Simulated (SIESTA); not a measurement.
# Energy of Ru along an even scaling of the cell

System: Ru (P6₃/mmc, 2 atoms in the cell).
Method: Kohn-Sham DFT of a periodic cell, PBEsol, PseudoDojo 0.4 standard, converted to PSML, no spin polarisation (SIESTA 5.4.2).

The 7 runs differ only in the geometry, by an even scaling of the cell at fixed fractional positions. The structure derives from an entry of the Crystallography Open Database.

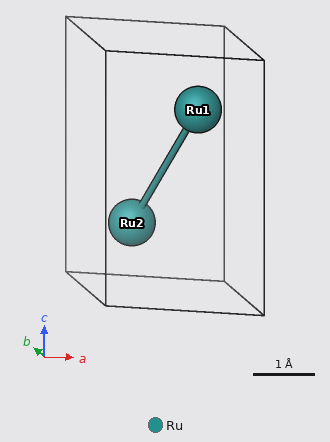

Figure 1. The structure of run 4 (ball-and-stick view of the cell of the calculation, seen slightly off an axis; atoms are numbered from 1 in the order of the input). An atom can appear more than once, as a periodic image.

**Input of run 4**
```
SystemName                      Ruthenium
SystemLabel                     Ru
NumberOfSpecies                 1
NumberOfAtoms                   2
%block ChemicalSpeciesLabel
  1  44 Ru
%endblock ChemicalSpeciesLabel

LatticeConstant                 1.0 Ang
%block LatticeVectors
     2.7058000000     0.0000000000     0.0000000000
    -1.3529000000     2.3432915376     0.0000000000
     0.0000000000     0.0000000000     4.2819000000
%endblock LatticeVectors
AtomicCoordinatesFormat         Fractional
%block AtomicCoordinatesAndAtomicSpecies
     0.6666666667     0.3333333333     0.7500000000  1  Ru
     0.3333333333     0.6666666667     0.2500000000  1  Ru
%endblock AtomicCoordinatesAndAtomicSpecies

%block kgrid.MonkhorstPack
   11   0   0  0.0
    0  11   0  0.0
    0   0   6  0.0
%endblock kgrid.MonkhorstPack
XC.Functional                   GGA
XC.Authors                      PBEsol
PAO.BasisSize                   DZP
PAO.EnergyShift                 0.003 Ry
Mesh.Cutoff                     800 Ry
OccupationFunction              FD
ElectronicTemperature           0.05 eV
MaxSCFIterations                120
SCF.MustConverge                false
SCF.Mixer.Method                Pulay
SCF.Mixer.Weight                0.25
SCF.Mixer.History               8
SCF.DM.Tolerance                5.0e-05
SCF.H.Tolerance                 1.0e-03 eV
WriteForces                     true
Charge.Mulliken                 end
%block PAO.Basis
  Ru 5
  n=4 0 2
    3.003 0.000
  n=5 0 2
    8.548 0.000
  n=4 1 2
    3.442 0.000
  n=5 1 1
    8.548
  n=4 2 2
    5.925 0.000
%endblock PAO.Basis
```

Command:
```bash
siesta Ru.fdf > Ru.out 2>&1
```

Lattice vectors (Å) and fractional positions of run 4:
```
   2.705800    0.000000    0.000000
  -1.352900    2.343292    0.000000
   0.000000    0.000000    4.281900
Ru  0.666667  0.333333  0.750000
Ru  0.333333  0.666667  0.250000
```

Run 5 differs from it as follows:
```diff
-     2.7058000000     0.0000000000     0.0000000000
-    -1.3529000000     2.3432915376     0.0000000000
-     0.0000000000     0.0000000000     4.2819000000
+     2.7237197275     0.0000000000     0.0000000000
+    -1.3618598638     2.3588104769     0.0000000000
+     0.0000000000     0.0000000000     4.3102577801
```

**Results, with one run withheld**

```tsv
run	volume per atom (Å³)	free energy per atom, from the lowest run given (meV)	pressure (GPa)
1	12.760	44.07	21.18
2	13.032	15.78	12.48
3	13.303	1.55	4.49
4	13.575	0.00	−2.54
5	13.846	?	?
6	14.118	29.65	−14.25
7	14.389	58.08	−19.12
```

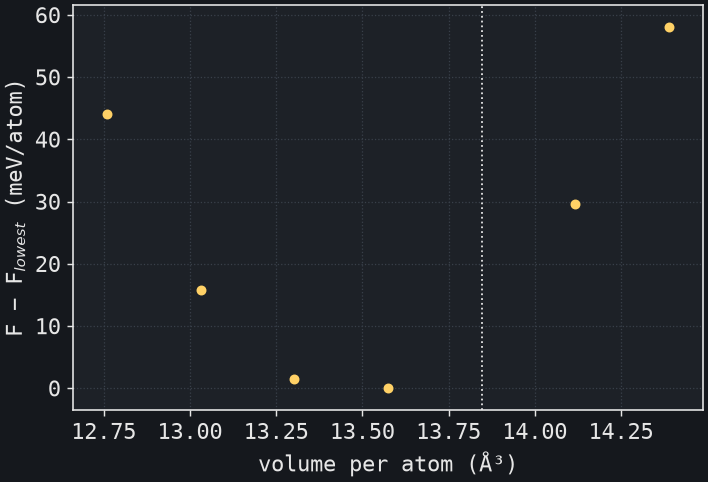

Figure 2. Free energy per atom of the runs given; the dotted line marks run 5.

Fit the runs given and predict run 5.

A cubic polynomial in V^(−2/3) (the Birch–Murnaghan form), fitted to the 6 runs given, misses them by at most 0.09 meV per atom. With x = V^(−2/3) − 0.17630 Å⁻², it reads F = −0.64799 − 669.49 x + 1.0396e+06 x² + 2.475e+06 x³ (meV per atom). At run 5 it gives 9.80 meV per atom, and the run itself gives 9.93. The slope of the fit gives a pressure −dF/dV of −8.81 GPa there, and the run prints −8.94 GPa. The two needn't agree exactly: the fit is approximate, and the printed stress is taken on a finite basis. The fit has its minimum at 13.472 Å³ per atom, where V d²F/dV² gives 344 GPa. Cell shape and fractional positions are held, so this is the stiffness under even scaling; the relaxed bulk modulus wasn't computed.

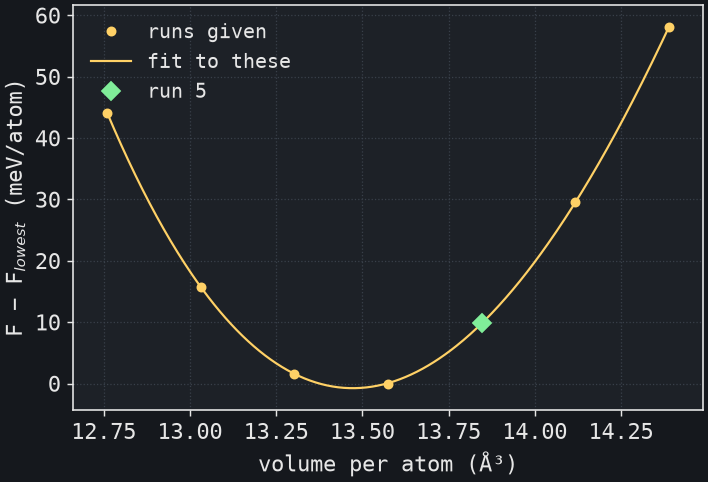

Figure 3. The fit and the withheld run.

**Some lines of the output (run 5)**
```
[...]
outcell: Cell volume (Ang**3)        :     27.6923
stepf: Fermi-Dirac step function
siesta: Etot    =     -5494.540842
siesta: FreeEng =     -5494.556038
        iscf     Eharris(eV)        E_KS(eV)     FreeEng(eV)     dDmax    Ef(eV) dHmax(eV)
siesta: E_KS(eV) =            -5497.1956
siesta: E_KS - E_eggbox =     -5497.1956
siesta: Etot    =     -5497.195622
siesta: FreeEng =     -5497.212766
siesta:         Fermi =      -5.196012
siesta: Cell volume =         27.692280 Ang**3
    Orbital volume contribution        =           2.787887 eV
```

Notes: Points of doubt noted for this run: mulliken charges of long orbitals. With a small basis of atomic orbitals these values can differ much from converged plane-wave results.
